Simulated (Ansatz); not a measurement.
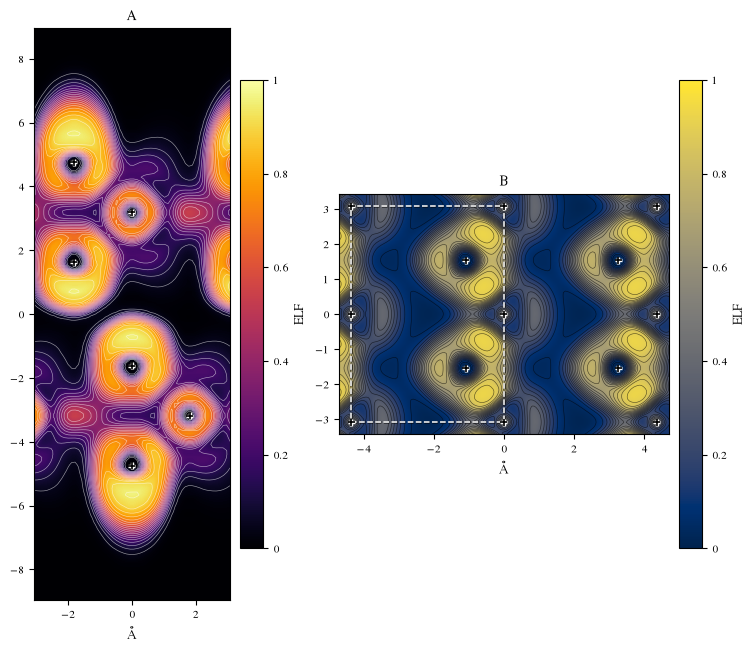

The ELF of 2 systems, each on a plane through atoms (crosses mark nuclei in the plane).

Theory: DFT PBEsol, scalar-relativistic, plane waves, PAW (Ansatz 0.2.0).

System 1: WS₂ (slab), the (110) plane of the calculation cell, a cut from vacuum to vacuum. 

```yaml
crystal:
  lattice:
    - [3.14761, 0.00000, 0.00000]
    - [-1.57380, 2.72591, 0.00000]
    - [0.00000, 0.00000, 24.50386]
  atoms:
    - { symbol: S, position: [0.33333, 0.66667, 0.30607] }
    - { symbol: W, position: [0.66667, 0.33333, 0.37002] }
    - { symbol: S, position: [0.33333, 0.66667, 0.43395] }
    - { symbol: S, position: [0.00000, 0.00000, 0.56605] }
    - { symbol: W, position: [0.33333, 0.66667, 0.63000] }
    - { symbol: S, position: [0.00000, 0.00000, 0.69393] }
```

System 2: SiC, the (101) plane of the conventional cell. Space group F-43m.

```yaml
crystal:
  lattice:
    - [4.35666, 0.00000, 0.00000]
    - [0.00000, 0.00000, -4.35666]
    - [0.00000, 4.35666, 0.00000]
  atoms:
    - { symbol: Si, position: [0.50000, 0.50000, 0.00000] }
    - { symbol: Si, position: [0.00000, 0.50000, 0.50000] }
    - { symbol: Si, position: [0.00000, 0.00000, 0.00000] }
    - { symbol: Si, position: [0.50000, 0.00000, 0.50000] }
    - { symbol: C, position: [0.75000, 0.75000, 0.25000] }
    - { symbol: C, position: [0.25000, 0.75000, 0.75000] }
    - { symbol: C, position: [0.25000, 0.25000, 0.25000] }
    - { symbol: C, position: [0.75000, 0.25000, 0.75000] }
```

Q: Match each panel to its system.

A: Panel A is system 1, WS₂: the plane holds S and W. W–S (2.40 Å): the ELF peaks at about 0.85 in the valence shell of S, 0.8 Å from its nucleus, and is about 0.50 at the midpoint. Panel B is system 2, SiC: the plane holds Si and C. Si–C (1.89 Å): the ELF peaks at about 0.95 between the atoms; localised, covalent bonding.
